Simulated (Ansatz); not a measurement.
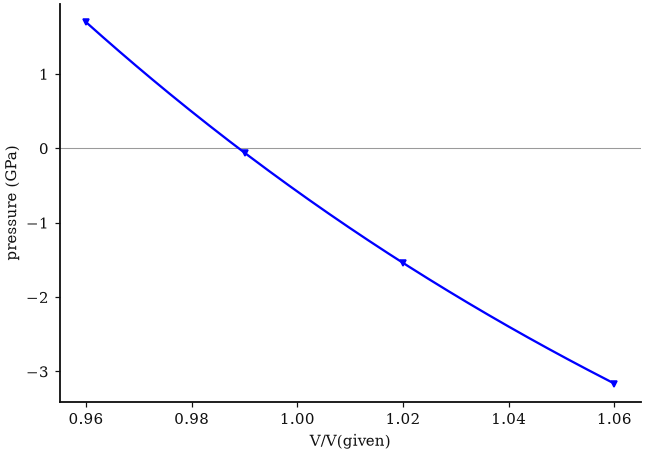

Plotted: pressure against V/V(given) for Bi₂Te₃, space group R-3m (No. 166).

Structure:
```
CELL_PARAMETERS angstrom
2.19300 1.26610 10.16570
-2.19300 1.26610 10.16570
0.00000 -2.53230 10.16570
ATOMIC_POSITIONS crystal
Bi 0.40000 0.40000 0.40000
Bi 0.60000 0.60000 0.60000
Te 0.00000 0.00000 0.00000
Te 0.20950 0.20950 0.20950
Te 0.79050 0.79050 0.79050
```

How it was computed, with Ansatz 0.2.0: periodic Kohn-Sham DFT of a crystal at fixed atoms, scaled to the stated factor times the given cell; pressure positive in compression. Level: PBEsol, no spin-orbit coupling.

method all-electron PAW; relativity scalar; k mesh 7×7×7; occupations Fermi–Dirac; smearing width 0.08 eV; nucleus Gaussian.

V(given) is 33.87 Å³/atom.

From this curve and the settings, what does the calculation give for the largest field gradient Vzz at the same points?

The largest field gradient Vzz falls from 9.756 1e21 V/m² at V/V(given) 0.96 to 9.705 1e21 V/m² at 1.06.

```tsv
V/V(given)	largest field gradient Vzz (1e21 V/m²)
0.96	9.756
0.99	9.750
1.02	9.736
1.06	9.705
```

Limits of the calculation: field gradient without spin-orbit coupling on heavy atoms; no spin-orbit coupling on heavy atoms; small gap, it may come from the mesh; shape and atomic fractions are frozen while scaling, which makes layered, chain and framework solids too stiff.
